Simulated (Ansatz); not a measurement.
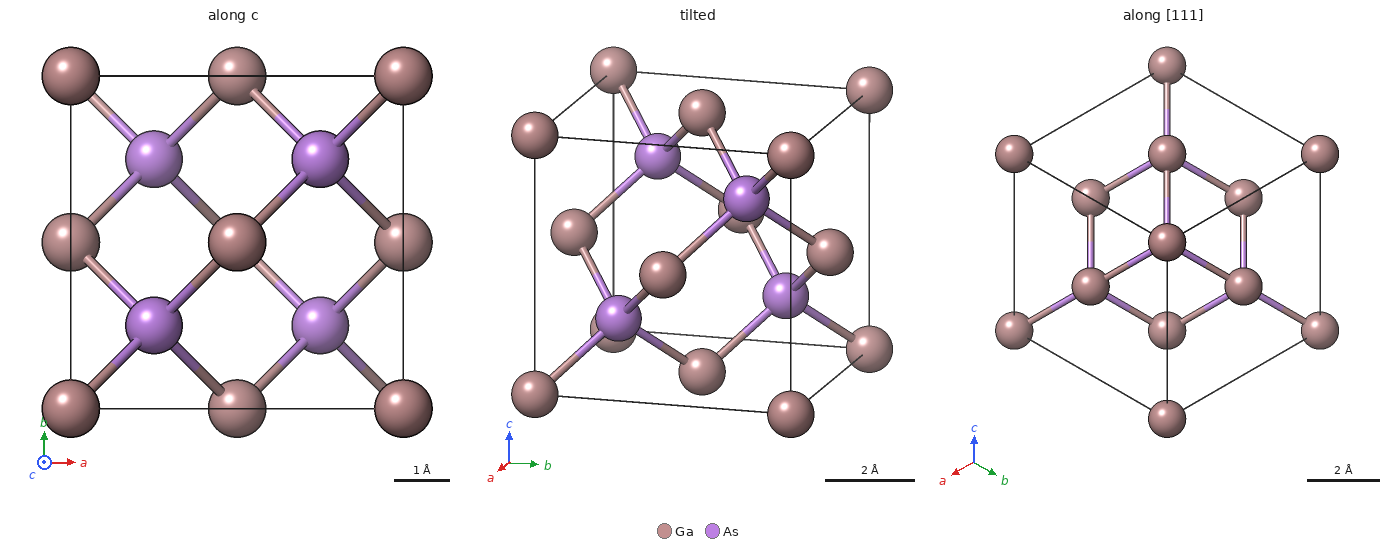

The figure gives a ball-and-stick picture of the atoms, viewed along the c axis, slightly off an axis and along [111]. Atoms at the boundary of the conventional unit cell (the box) are drawn once for each face, edge or corner they touch.

What is this?

- Chemical formula GaAs.
- The structure has F-43m (No. 216) symmetry and a face-centred cubic lattice.
- The structure is of the kind named zinc blende (sphalerite type).
- The cell has 8 atoms, namely 4 Ga, 4 As.
- Each Ga atom is coordinated by four As in a tetrahedral arrangement at about 2.6 Å. Each As atom has four Ga in a tetrahedral arrangement at about 2.6 Å around it.
- The bonds build a three-dimensional framework.

It goes back to a structure listed in the Materials Project. Earlier steps of the study may have refined or changed the cell and positions. A calculation with Ansatz used it as input.

At this level of theory the cell isn't at rest (stretched, at -6 GPa), so its distances can differ from those at equilibrium, the more so the softer the solid.
